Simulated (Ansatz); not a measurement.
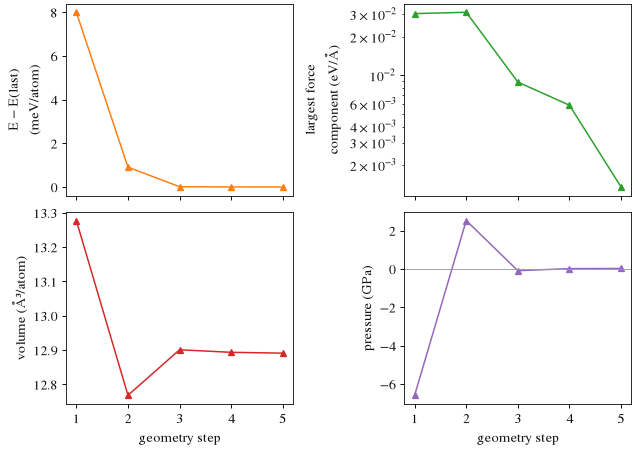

History of a geometry optimisation. SiRu (P2_13, 8 atoms in the cell); DFT, PBEsol, plane waves, PAW (Ansatz); cutoff 420 eV, 6×6×6 k-mesh, Fermi–Dirac smearing of 0.02 eV. Atoms and cell relax. A closing SCF on a freshly chosen basis isn't drawn.

The optimisation met its thresholds at geometry 5, counting the start as the first. The energy fell by about 8 meV/atom from the first step to the last. The largest force component goes from about 0.03 eV/Å at the start to 1.4 × 10⁻³ eV/Å at the end. The volume shrinks from 13.28 to 12.89 Å³ per atom (−2.9 %), overshooting to 12.77 at step 2, as the pressure goes from −6.6 GPa to about 0 GPa.
